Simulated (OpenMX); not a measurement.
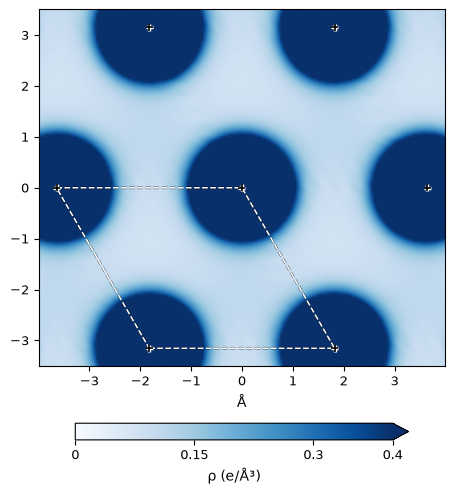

The valence electron density on a plane through atoms (crosses mark nuclei in the plane).

Theory: Kohn-Sham DFT of a periodic cell, PBE, OpenMX 2013 PBE set (OpenMX 3.8.5).

Candidates:
A. Ti, a = 2.95 Å, b = 5.11 Å, c = 4.68 Å, α = 90.00°, β = 90.00°, γ = 90.00°. Space group Cmcm; changed on purpose from its base cell (atoms moved at random by about 0.05 A); computed pressure about −2 GPa in this cell.
B. TaN, a = 3.13 Å, b = 3.13 Å, c = 3.13 Å, α = 60.00°, β = 60.00°, γ = 60.00°. Space group P1; a structure from a database of computed crystals, not necessarily the ambient phase; changed on purpose from its base cell (atoms moved at random by about 0.05 A); not relaxed (largest force 0.9 eV/Å); computed pressure about −3 GPa in this cell.
C. Y, a = 3.64 Å, b = 3.64 Å, c = 11.84 Å, α = 90.00°, β = 90.00°, γ = 120.00°. Space group P6₃/mmc; a structure from a database of computed crystals, not necessarily the ambient phase.

Which system is this?

Candidate C: Y on the (001) plane of the conventional cell, which holds Y. Y–Y (3.64 Å): ρ at the midpoint is about 0.1 e/Å³.
